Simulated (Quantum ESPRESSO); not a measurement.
# Site moment and magnetic energy gain of MnNi₃ against added charge, in LDA

Whether doping or a gate voltage is worth trying as a control on the magnetism of a Mn–Ni alloy depends on how far the moments and the magnetic energy move per electron added. A large response would suit a switchable magnetic layer, a small one a magnet that must tolerate charge transfer from its neighbours. Here electrons are added to or removed from bulk MnNi₃ in LDA, with a uniform background keeping the cell neutral. Charge is counted per magnetic atom, and all four atoms of the cell are magnetic, so 0.1 e in the table means 0.4 e per cell. The moment is the largest site moment, that of Mn. The magnetic energy gain is measured from the run without spin polarisation at the same charge.

## Method

One system, MnNi3 (Cu3Au-type, Pm-3m), 4 atom(s) a primitive cell, from measured cells of the Crystallography Open Database. Quantum ESPRESSO 7.5, plane waves with GBRV 1.5 LDA pseudopotentials, cutoff 544 eV, Fermi-Dirac smearing of 0.14 eV, k meshes whose coarsest spacing along a reciprocal vector is 0.22 1/Å over all runs (2π included). Functional: LDA, no Hubbard U; collinear spins, no spin-orbit coupling. Atoms stay at fixed fractions of the cell and the mesh divisions are held. At each point the moments on Mn, Ni are started parallel, opposed (signs ++--) and without spin polarisation. Runs that did not converge or carry a known fault are not listed. The same in all rows: metal or insulator in the run from the parallel start, judged by its smearing entropy or density of states at the Fermi energy (a gap under a few smearing widths counts as a metal): metal.

Notes on method and selection:

- Each state is what a run reaches from typed starting moments; only a few collinear orders were started, so the lowest found need not be the ground state. Spin-orbit coupling is left out of these energies, which are free energies at the smearing width. A magnetic atom is one that was given a starting moment.
- Site moments count the spin inside each program's own atomic sphere, so they depend somewhat on its radius and leave out the spin between the spheres.
- Quantum ESPRESSO sets the radius of an element's spheres to about 0.41 of its shortest distance to a neighbour.
- A measured moment is set beside the table only where the run ends ferromagnetic and the measured order is ferromagnetic too.
- Runs that did not converge, have known faults or may not be shown are not listed, and runs on Ansatz's PAW sets soft_1 and soft_2 are kept to separate tables.

Columns:

- added charge (e per magnetic atom): electrons added per magnetic atom (negative: removed), balanced by a uniform background.
- net moment (μB): net spin moment of that run per magnetic atom.
- moment, opposed (μB): largest site spin moment reached from the opposed start.
- gain, opposed (meV): energy of the run without spin polarisation less that of the run from the opposed start, per magnetic atom.
- moment (μB): largest site spin moment reached from the parallel start.
- magnetic energy gain (meV): energy of the run without spin polarisation less that of the parallel start, per magnetic atom (positive: magnetism is favoured).

## Numbers

| member | added charge (e per magnetic atom) | net moment (μB) | moment, opposed (μB) | gain, opposed (meV) | moment (μB) | magnetic energy gain (meV) |
| --- | --- | --- | --- | --- | --- | --- |
| −0.4 e | −0.4 | 1.23 | 3.15 | 166.2 | 3.0550 | 161.7 |
| −0.2 e | −0.2 | 1.12 | 3.01 | 173.8 | 3.0104 | 173.8 |
| −0.1 e | −0.1 | 1.11 | 3.02 | 181.6 | 3.0184 | 181.6 |
| +0 e | 0.0 | 1.11 | 3.04 | 189.1 | 3.0366 | 189.1 |
| +0.1 e | 0.1 | 1.10 | 3.06 | 195.1 | 3.0613 | 195.1 |
| +0.2 e | 0.2 | 1.11 | 3.09 | 197.2 | 3.0880 | 197.2 |
| +0.4 e | 0.4 | 1.12 | 3.07 | 176.8 | ? | ? |

Cells marked ? are withheld until the estimate has been made.

moment (μB) against added charge (e per magnetic atom), members shown:

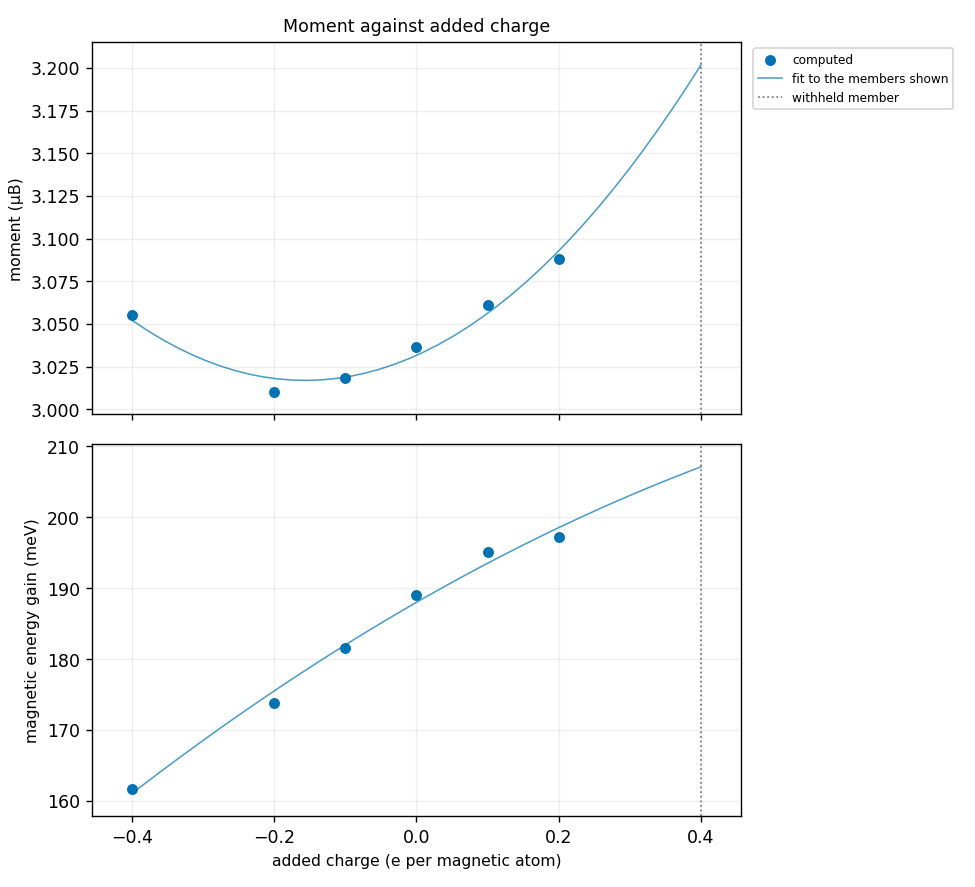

Least-squares fits to the members shown, with x = added charge (e per magnetic atom); R² and errors in the fitted variable (y, or ln y where the fit is in ln y):

| y | members | fit | R² | rms residual | leave-one-out rms | the same for the mean of the others |
| --- | --- | --- | --- | --- | --- | --- |
| moment (μB) | 6 | y = 3.0316 + 0.18681 x + 0.59571 x² | 0.97 | 0.0048 | 0.022 | 0.032 |
| magnetic energy gain (meV) | 6 | y = 188.0 + 57.60 x − 24.52 x² | 0.99 | 1.2 | 5.4 | 15 |

## Reading the trend

Between −0.2 e and +0.2 e the Mn moment rises at every step, but only slightly: (3.0880 − 3.0104) / 0.4 = 0.194 μB per unit of added charge, or 2.6 % over the whole interval. The energy gain rises with it, by (197.2 − 173.8) / 0.4 = 58.5 meV per unit of charge.

The net moment, which is that of the run from the parallel start, shows where the electrons go. Over the same interval the cell receives 4 × 0.4 = 1.6 electrons, while its net moment changes by 4 × (1.11 − 1.12) = −0.04 μB, which is no more than the rounding. The added electrons therefore enter the two spin channels in nearly equal numbers. Had the majority d band been full, with all of them entering minority states, the net moment would have dropped by 1.6 μB. Since the Mn moment grows while the total stands still, the spin on Ni and between the spheres must shrink by about 0.1 μB per cell. Filling of Ni minority d states alongside Mn majority states would have this effect, though site-resolved densities of states are not shown in the table.

The strongest removal of electrons departs from this pattern. From −0.2 e to −0.4 e the net moment per cell grows by 4 × (1.23 − 1.12) = 0.44 μB for 0.8 electrons removed, so most of them leave the minority channel, and the Mn moment turns upward to 3.0550 μB. The ferromagnetic state is also no longer the lowest one found. The opposed start ends in a ferrimagnetic state, with all Ni moments against Mn, that lies 166.2 − 161.7 = 4.5 meV per magnetic atom lower. With only a few collinear orders started, a still lower state remains possible there.

## An estimate before looking

Plain estimates from the members shown:

- +0.4 e, fit at x = 0.4: 3.2016 μB (an extrapolation)

The quadratic fit gives 3.2016 μB at +0.4 e, but this is an extrapolation, and its leave-one-out error of 0.022 μB is not far below the 0.032 μB of the mean of the others. Its upward curvature also leans on the −0.4 e row, where the electrons leave mainly one spin channel.

The run from the opposed start offers a direct route. At +0.4 e it falls back to the ferromagnetic state of the parallel start, so its largest site moment, 3.07 μB, is the wanted quantity printed to two decimals. The same identity can be tried on the five rows from −0.2 e to +0.2 e. There the two columns differ by at most 3.04 − 3.0366 = 0.0034 μB, with an rms difference of 0.002 μB, as rounding alone would produce. The −0.4 e row is left out of this test because its two starts end in different states.

The value implies that the rise of the moment has ended by +0.4 e. The energy gain of the same state also falls, from 197.2 meV at +0.2 e to 176.8 meV, which fits a weakening of the exchange splitting as antibonding d states fill.

No shift is applied. A value rounded to 0.01 μB has a standard deviation of 0.01 / √12 = 0.003 μB, which is taken as the error.

**Committed estimate, +0.4 e: moment = 3.070 ± 0.003 μB.**

## The answer

| member | added charge (e per magnetic atom) | net moment (μB) | moment, opposed (μB) | gain, opposed (meV) | moment (μB) | magnetic energy gain (meV) |
| --- | --- | --- | --- | --- | --- | --- |
| +0.4 e | 0.4 | 1.12 | 3.07 | 176.8 | 3.0737 | 176.8 |

| member | estimate | moment (μB) | computed | estimate − computed | miss in error bars |
| --- | --- | --- | --- | --- | --- |
| +0.4 e | committed | 3.0700 | 3.0737 | −0.0037 | 1.2 |
| +0.4 e | fit | 3.2016 | 3.0737 | +0.1279 |  |

moment (μB) against added charge (e per magnetic atom):

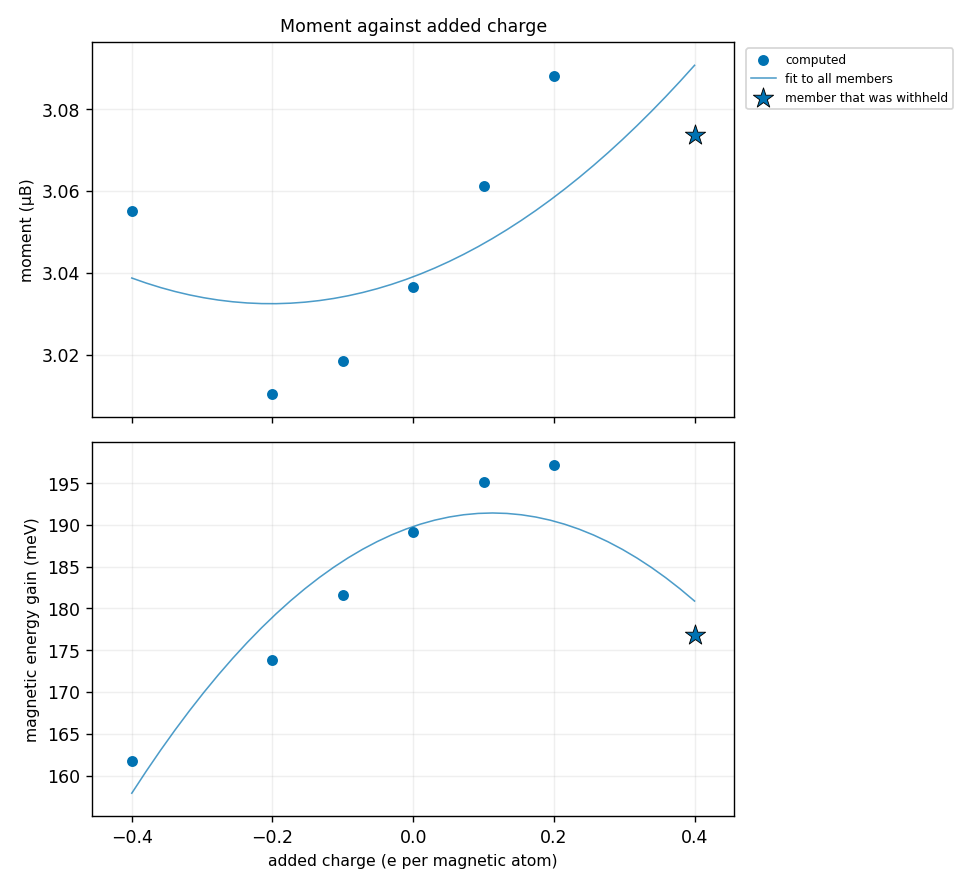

The estimate of 3.070 μB lies 0.0037 μB below the computed 3.0737 μB, just outside its error bar of 0.003 μB but far closer than the quadratic fit, which is 0.1279 μB too high. The miss is within the 0.005 μB that rounding to two decimals allows. Reading the moment from the opposed start was therefore sound, though it tests the identity of two runs and not a theory of the moment.

The explanation given for the falling energy gain, a weakening exchange splitting, finds no support. From +0.2 e to +0.4 e the Mn moment drops by only 0.5 % and the net moment does not drop at all, while the gain loses 10 %. The Fermi level is the change in free energy per added electron, so the slope of the gain equals the Fermi level without spin polarisation minus that of the ferromagnetic state. Here it averages (176.8 − 197.2) / 0.2 = −102 meV per electron, so each added electron costs about 0.1 eV more in the ferromagnetic state. Up to +0.2 e the slope was positive, so its change of sign means that the Fermi level of the ferromagnetic state climbs faster as electrons are added. A lower density of states at the Fermi energy in that state would explain this.

## Members off the line

Least-squares fits to the whole series, with x = added charge (e per magnetic atom); R² and errors in the fitted variable (y, or ln y where the fit is in ln y):

| y | members | fit | R² | rms residual | leave-one-out rms | the same for the mean of the others |
| --- | --- | --- | --- | --- | --- | --- |
| moment (μB) | 7 | y = 3.039 + 0.06498 x + 0.1606 x² | 0.52 | 0.018 | 0.069 | 0.031 (fit no better) |
| magnetic energy gain (meV) | 7 | y = 189.8 + 28.74 x − 127.6 x² | 0.86 | 4.4 | 16 | 14 (fit no better) |

Largest departures from the fit to the whole series:

| member | moment (μB) | fit | computed − fit | in rms residuals |
| --- | --- | --- | --- | --- |
| +0.2 e | 3.0880 | 3.0584 | +0.0296 | 1.6 |
| −0.2 e | 3.0104 | 3.0324 | −0.0220 | 1.2 |
| +0.4 e | 3.0737 | 3.0907 | −0.0170 | 0.9 |
| −0.4 e | 3.0550 | 3.0387 | +0.0163 | 0.9 |

No single row stands out: the largest departures, +0.0296 μB at +0.2 e and −0.0220 μB at −0.2 e, are only 1.6 and 1.2 rms residuals. They come from the form of the fit, since the tabulated moments fall, rise and fall again along the series, while a parabola can turn only once.

## What to take away

Added charge is a weak control on the Mn moment of MnNi₃ in LDA: from −0.4 e to +0.4 e per atom it stays between 3.0104 and 3.0880 μB in the ferromagnetic state. This suits a magnet that must tolerate charge transfer better than a switchable layer, though at −0.4 e a ferrimagnetic state lies slightly lower in energy. Adding 0.2 e per atom to the neutral crystal raises the Mn moment by 3.0880 − 3.0366 = 0.0514 μB, or 1.7 %, and raises the magnetic energy gain by 8.1 meV, about 0.8 kJ per mole of atoms.

A new charge is best estimated from close neighbours. Straight-line interpolation misses the three rows from −0.1 e to +0.1 e by at most 0.005 μB, but the rows at ±0.2 e, which border the wider gaps, by about 0.02 μB. The mean of the other rows typically misses by 0.031 μB.

The choice of functional may matter more than the whole spread of 0.08 μB. A gradient-corrected functional or a Hubbard U on Mn would be expected to raise the Mn moment, and neither is included here.
